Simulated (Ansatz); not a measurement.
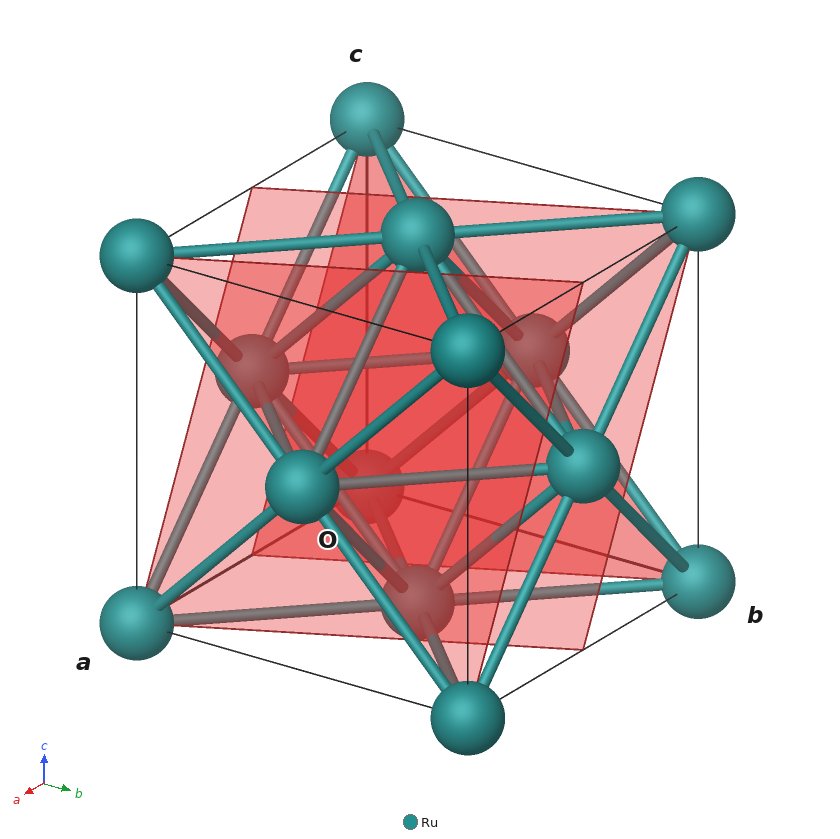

For Ru, a calculation's input that goes back to an entry of the Crystallography Open Database (an earlier step may have relaxed or displaced it): every member of one family of equally spaced planes, hx + ky + lz = a whole number, that cuts the unit cell is shaded (one member passes through the origin O, touching the cell only at an edge or corner). Symmetry computed with spglib at a tolerance of 0.002 Å; standard conventional cell.

a = 3.830 Å, b = 3.830 Å, c = 3.830 Å, α = 90.00°, β = 90.00°, γ = 90.00°.

Q: Index the planes.

A: (2 1 1); the opposite sign names the same planes. The member next to the origin meets the axes a at 1/2, b at 1, c at 1.

Q: What is the spacing?

A: d = 1.564 Å.

Q: Which atoms of the cell lie in these planes (within 0.03 Å)?

A: 2 of the 4 Ru.

Q: The space group is No. 225, Fm-3m. How many reflections hkl are equivalent to this one (itself included), and does it occur?

A: 24 reflections are equivalent in the Laue class m-3m. The reflection is systematically absent, by the centring.
